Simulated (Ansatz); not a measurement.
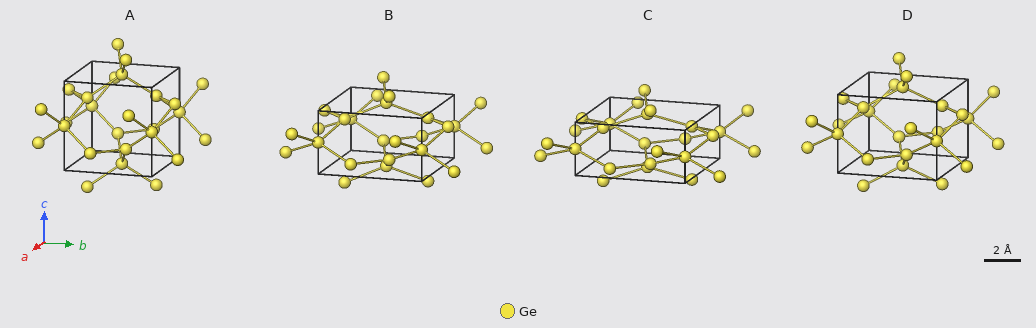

4 geometries from one relaxation of a crystal of Ge (a generated structure, set up in P-4n2) (coarse preliminary run), in shuffled order. The picture is a ball-and-stick view of the cell of the calculation, seen slightly off an axis.

These are results of DFT PBE, scalar-relativistic, plane waves, PAW (Ansatz 0.2.0), not measurements. Settings: plane-wave cutoff 420 eV; k-point mesh 4 × 4 × 4; occupations gaussian; smearing width 0.1 eV; no spin polarisation; cell and atoms relaxed; force threshold 0.04 eV/Å; at most 70 steps.

Order the frames from highest to lowest energy.

A, D, B, C. They are steps 0, 4, 8, 15, at +469 meV per atom, +206 meV per atom, +138 meV per atom relative to the last. The largest moves relative to the cell, 0.13 Å, are those of Ge atoms. Cell: a = b 5.120 → 6.425 Å (+25.5 %), c 5.105 → 3.043 Å (−40.4 %). Volume −6.1 %. Some distances before and after: Ge–Ge 2.243 → 2.549 Å, Ge–Ge 2.319 → 2.595 Å. Bond angles that change, for instance: Ge–Ge–Ge 113.2° → 145.9°, Ge–Ge–Ge 107.6° → 94.9°, Ge–Ge–Ge 145.5° → 134.8°. The space group stays P-4n2 (No. 118). Over 13 accepted moves (15 points after the start) the energy falls by 469 meV per atom. Largest force component: 1 eV/Å at the start, 0.0012 eV/Å at the end. The pressure goes from 15.11 to −0.03 GPa. The SCF was repeated twice at an unchanged geometry on a basis and grid sized afresh for the cell, which shifted the energy by 50.8 meV per atom at most.
